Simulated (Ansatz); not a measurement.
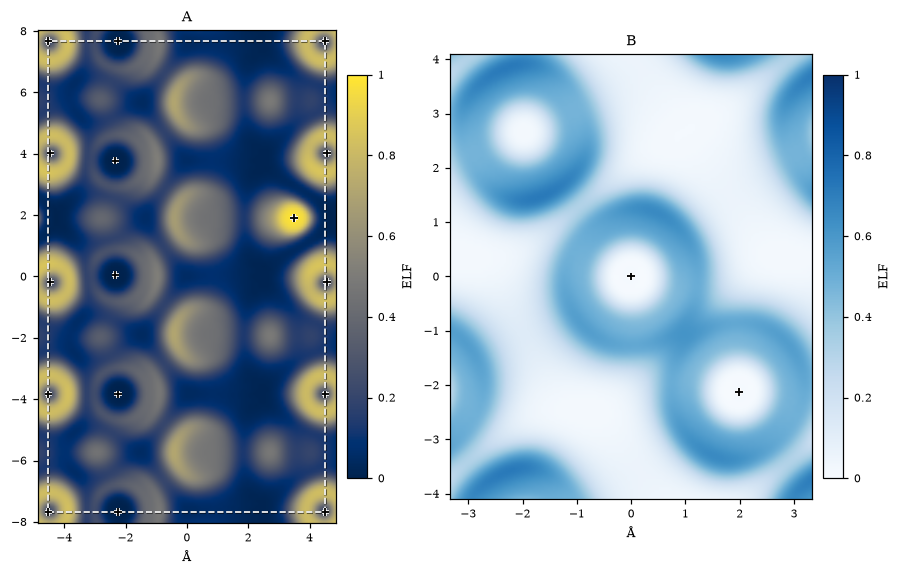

The ELF of 2 systems, each on a plane through atoms (crosses mark nuclei in the plane).

These are results of Ansatz 0.2.0, DFT PBE+D3(BJ), scalar-relativistic, plane waves, PAW, not measurements.

System 1: Te, the (110) plane of the conventional cell. Space group P3₁21.

```xyz
3
Lattice="4.3196 0.0000 0.0000 -2.1598 3.7409 0.0000 0.0000 0.0000 5.9664" Properties=species:S:1:pos:R:3 pbc="T T T"
Te    1.2287    0.0000    1.9888
Te   -0.6144    1.0641    3.9776
Te    1.5454    2.6767    0.0000
```

System 2: Sn₁₅HO₁₆ (cell with a defect), the (110) plane of the calculation cell. Computed without spin polarisation.

Match each panel to its system.

Panel A is system 2, Sn₁₅HO₁₆: the plane holds Sn, O and H. Sn–O (2.14 Å): the ELF peaks at about 0.85 in the valence shell of O, 0.6 Å from its nucleus, and is about 0.25 at the midpoint; no localised pair shows between them. Panel B is system 1, Te: the plane holds Te. Te–Te (2.91 Å): the ELF peaks at about 0.60 between the atoms.
